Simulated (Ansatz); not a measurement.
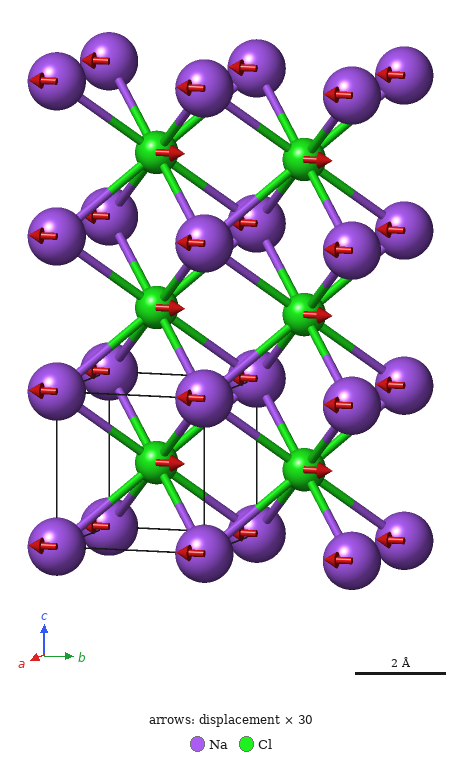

A symmetric starting cell of NaCl. The red arrows show how the atoms are displaced, magnified 30 times. Style: ball-and-stick. Shown: the cell of the calculation, repeated 1 × 2 × 3 with one cell outlined, slightly off an axis.

Method: DFT PBE, scalar-relativistic, plane waves, PAW in Ansatz. Settings: plane-wave cutoff 420 eV; k-point mesh 6 × 6 × 6; occupations gaussian; smearing width 0.02 eV; no spin polarisation.

Q: What was done to the structure, and with what result?

A: Atoms are displaced by 0.02 Å: Cl 0.02 Å along +b, Na 0.02 Å along −b. No relaxation follows. The starting cell wasn't computed here and needn't be at equilibrium, so pressure and forces aren't due to the change alone. The pressure is 0.1 GPa (not all of it need come from the change, since the unchanged cell can be under pressure at this level too). The largest forces, 0.015 eV/Å, act on Na and Cl. Near-neighbour distances before and after: Cl–Na 3.033 → 3.007 to 3.059 Å. The space group (tolerance 0.01 Å) goes from Pm-3m (No. 221) to P4mm (No. 99).
